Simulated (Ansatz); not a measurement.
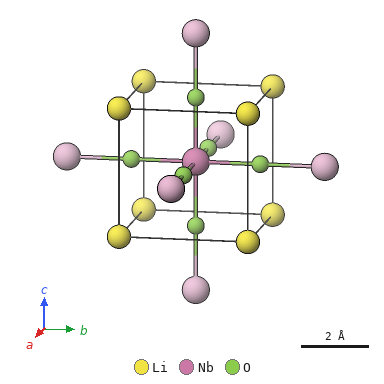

Figure: ball-and-stick view slightly off an axis. The edges of the conventional unit cell are marked. Periodic images bonded to atoms of the box are shown as well, in fainter colours.

LiNbO$_{3}$, space group Pm-3m (No. 221), a = 3.93 Å, b = 3.93 Å, c = 3.93 Å, α = 90.00°, β = 90.00°, γ = 90.00°.

Theory: DFT, HSE06, plane waves, PAW in Ansatz 0.2.0. Numerical settings: a cutoff energy of 420 eV, 4×4×4 k-points, no spin polarisation.

Metal or not?

Answer. A semiconductor at this level, with a gap of 3.00 eV, indirect; the smallest direct gap is 3.89 eV.

What pressure does the calculation give for this cell?

Answer. The computed pressure is -2.9 GPa (stretched: it would shrink).

It derives from a structure type filled with these elements by a generator (whether the compound takes this form wasn't checked). Earlier steps of the study may have refined or changed the cell and positions. It went into a calculation with Ansatz.
